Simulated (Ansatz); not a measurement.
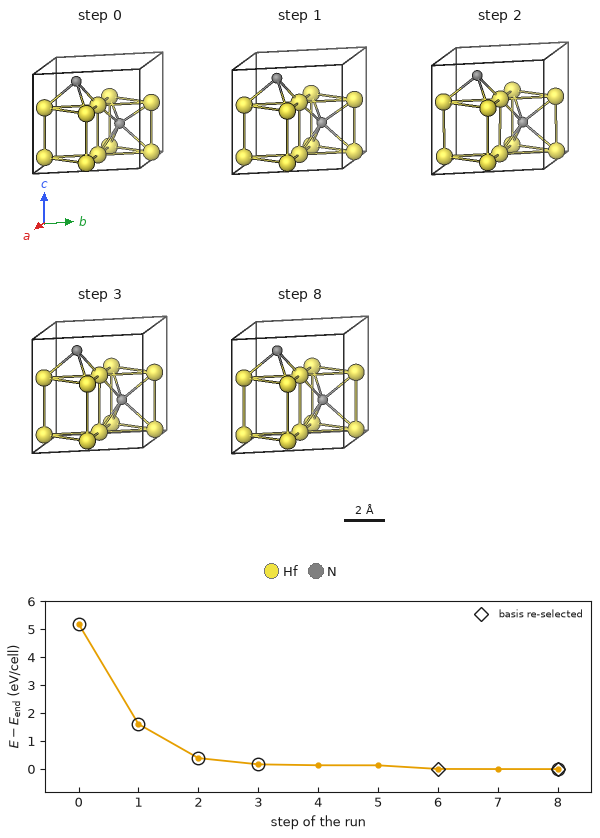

Frames of a relaxation of a crystal of Hf3N (built on the random type) (coarse preliminary run), marked on the history of the run. Style: ball-and-stick. Shown: the cell of the calculation, slightly off an axis.

Case: random cell with space group P6_3mc (No. 186).

Computed with DFT PBE, scalar-relativistic, plane waves, PAW in Ansatz 0.2.0.

Input file:
```yaml
crystal:
  lattice:
    - [5.69516841, 0.0, 0.0]
    - [-2.847584205, 4.9321605219, 0.0]
    - [0.0, 0.0, 5.0951407294]
  atoms:
    - { symbol: Hf, position: [0.5, 0.0, 0.0781243331] }
    - { symbol: Hf, position: [0.0, 0.5, 0.0781243331] }
    - { symbol: Hf, position: [0.5, 0.5, 0.0781243331] }
    - { symbol: Hf, position: [0.5, 0.0, 0.5781243331] }
    - { symbol: Hf, position: [0.0, 0.5, 0.5781243331] }
    - { symbol: Hf, position: [0.5, 0.5, 0.5781243331] }
    - { symbol: "N", position: [0.3333333333, 0.6666666667, 0.3564274461] }
    - { symbol: "N", position: [0.6666666667, 0.3333333333, 0.8564274461] }
basis:
  ecutwfc: 420
kpoints:
  mp_grid: { grid: [6, 6, 4] }
hamiltonian:
  xc: pbe
scf:
  occupations: { method: gaussian, width: 0.1 }
  lower_state_search: "off"
output:
  forces: true
  stress: true
  eigenvalues: true
relax:
  adjacent_minimum: "off"
  f_tol: 0.04
  max_steps: 70
  cell: { stress_tol: 0.4 }
```

Run as
```bash
ansatz run input.yaml --threads 1 --pin off --max-ram 2560MiB --backend cpu --events-out ev --progress --plain --runs-dir out
```

What happens along the run?

Answer. After 6 accepted moves (8 points after the start) the energy has fallen by 5.200 eV per cell of the calculation. The largest force component goes from 3.8 to 0.0044 eV/Å. The pressure goes from 43.79 to 0.04 GPa. At 2 points the geometry stayed and the basis and grid were re-selected for the new cell (energy shift of 0.131 eV per cell of the calculation at most each time). The largest moves relative to the cell, 0.12 Å, are those of N7 and N8. N7 goes along −c. By element the largest moves are N 0.12 Å, Hf 0.04 Å. The drawn cell changes as follows: a = b 5.695 → 5.974 Å (+4.9 %), c 5.095 → 5.845 Å (+14.7 %); the volume changes by +26.2 %. Some distances before and after: Hf1–Hf4 2.548 → 2.923 Å, Hf1–N8 1.995 → 2.261 Å, Hf1–Hf2 2.848 → 2.987 Å, Hf1–N7 2.171 → 2.260 Å. Among the angles between lasting bonds that change: Hf1–N8–Hf2 91.1° → 82.7°, Hf1–N8–Hf4 75.3° → 80.6°, Hf1–N8–Hf5 133.0° → 135.2°. The space group (tolerance 0.01 Å) goes from P6_3mc (No. 186) to P6_3/mmc (No. 194). From step 0 to 1: N atoms move most (0.04 Å), volume +11.7 %, energy −3.587 eV per cell of the calculation. From step 1 to 2: N atoms move most (0.07 Å), volume +8.2 %, energy −1.218 eV per cell of the calculation. From step 2 to 3: Hf atoms move most (0.02 Å), volume +1.6 %, energy −0.224 eV per cell of the calculation. From step 3 to 8: volume +2.7 %, energy −0.170 eV per cell of the calculation.
